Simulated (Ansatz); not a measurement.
```
Ta
1.0
     2.86184    0.00000    0.00000
    -0.95395    2.69817    0.00000
     0.00000    0.00000   26.68343
Ta
6
Cartesian
  0.9539 1.3491 7.6056
  0.0000 0.0000 9.8382
  0.9539 1.3491 12.1778
  0.0000 0.0000 14.5056
  0.9539 1.3491 16.8453
  0.0000 0.0000 19.0779
```

These are results of DFT r2SCAN, scalar-relativistic, plane waves, PAW in Ansatz, not measurements.

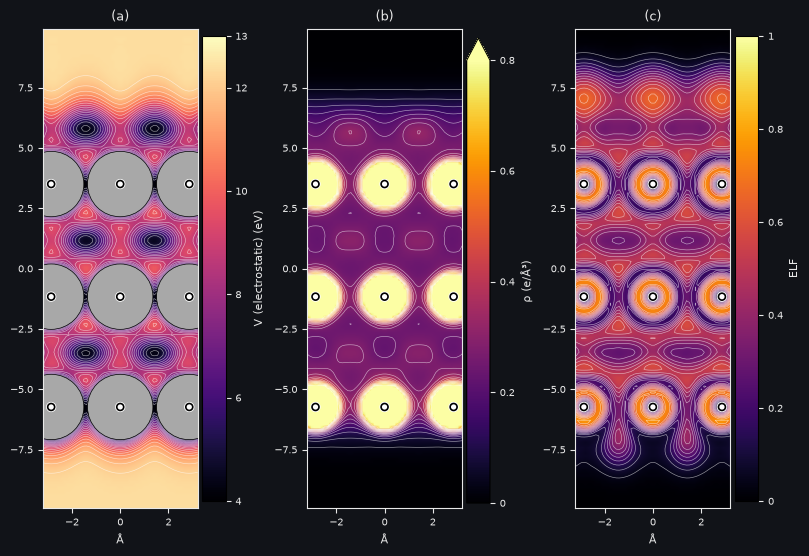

Ta (slab). (a) electrostatic potential (local pseudopotential plus Hartree) felt by an electron; (b) valence pseudo-density; (c) ELF on the (010) plane of the calculation cell, a cut from vacuum to vacuum. Circles mark the nuclei in the plane (Ta). Grey discs cover the atomic cores in the potential map.

Describe what can be read from this map.

Answer. Atoms in the plane: Ta.
Ta–Ta (2.86 Å): ρ is about 0.32 e/Å³ halfway; the ELF is about 0.35 at the midpoint.
The density dies away to nearly zero in the vacuum.
The features right at Ta lie inside the PAW spheres, where the map follows smoothed inner orbitals and isn't to be read closely.
Outside the cores the potential energy rises away from the atoms and is highest in the vacuum; its zero is arbitrary.

Does the calculation make it a metal, or give it a gap?

Answer. It is metallic or semimetallic at this level of theory: no gap opens.
